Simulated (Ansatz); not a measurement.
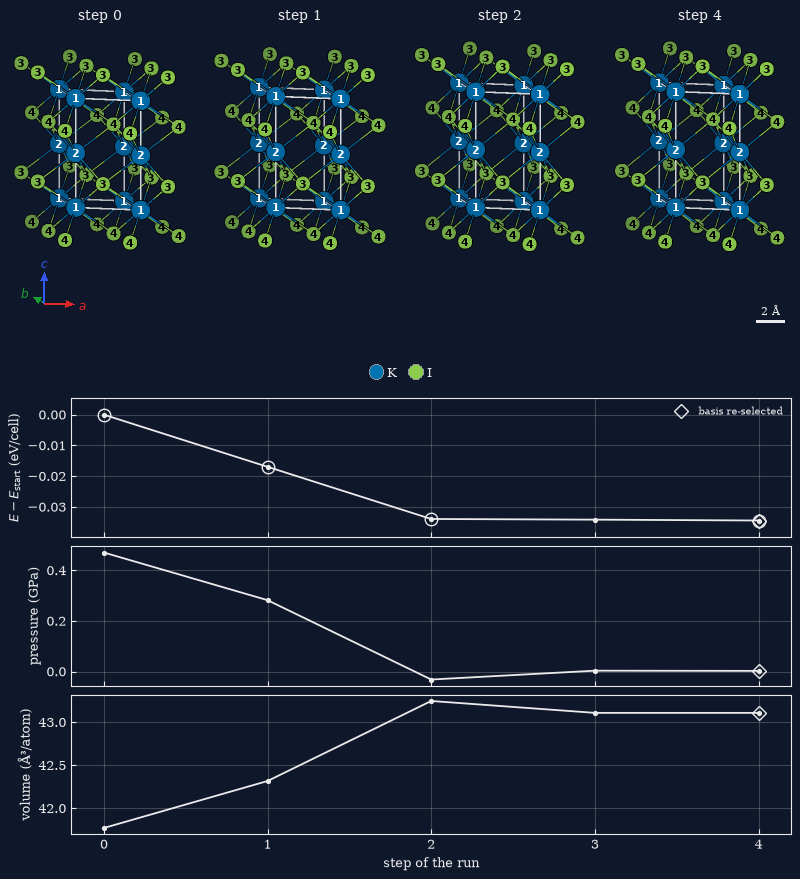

Frames of a relaxation of a crystal of KI (built on the NiAs type), marked on the history of the run. Style: ball-and-stick. Shown: the cell of the calculation, slightly off an axis.

Level of theory: Ansatz 0.2.0, DFT, PBEsol, plane waves, PAW.

The input:
```yaml
crystal:
  lattice:
    - [4.90991328, 0.0, 0.0]
    - [-2.45495664, 4.2521096309, 0.0]
    - [0.0, 0.0, 8.0031586464]
  atoms:
    - { symbol: K, position: [0.0, 0.0, 0.0] }
    - { symbol: K, position: [0.0, 0.0, 0.5] }
    - { symbol: I, position: [0.3333333333, 0.6666666667, 0.25] }
    - { symbol: I, position: [0.6666666667, 0.3333333333, 0.75] }
kpoints:
  mp_grid: { grid: [6, 6, 4] }
hamiltonian:
  xc: pbesol
scf:
  occupations: { method: fermi_dirac, width: 0.03 }
relax:
  f_tol: 0.01
  cell: {}
  max_steps: 120
```

Run as
```bash
ansatz run input.yaml --threads 2 --pin off --max-ram 20275MiB --backend cpu --events-out ev --progress --plain --runs-dir out
```

**Describe the path.**

No atom moves by more than 0.005 Å relative to the cell. Cell: a = b 4.910 → 4.841 Å (−1.4 %), c 8.003 → 8.495 Å (+6.1 %). Volume +3.2 %. Near-neighbour distances that change, for instance: K1–I3 3.470 → 3.510 Å. Bond angles that change, for instance: K1–I3–K2 70.4° → 74.5°, I3–K1–I4 89.9° → 92.8°, K1–I3–K1 90.1° → 87.2°. The space group stays P6_3/mmc (No. 194). The energy falls by 34.4 meV per cell of the calculation in 3 accepted moves (4 points after the start). All forces vanish by symmetry, so only the cell relaxes. The pressure goes from 0.47 to 0.00 GPa. At 1 point the geometry stayed and the basis and grid were re-selected for the new cell (energy shift of 0.3 meV per cell of the calculation at most each time). From step 0 to 1: volume +1.3 %, energy −17.0 meV per cell of the calculation. From step 1 to 2: volume +2.2 %, energy −17.0 meV per cell of the calculation. From step 2 to 4: volume −0.3 %, energy −0.5 meV per cell of the calculation.
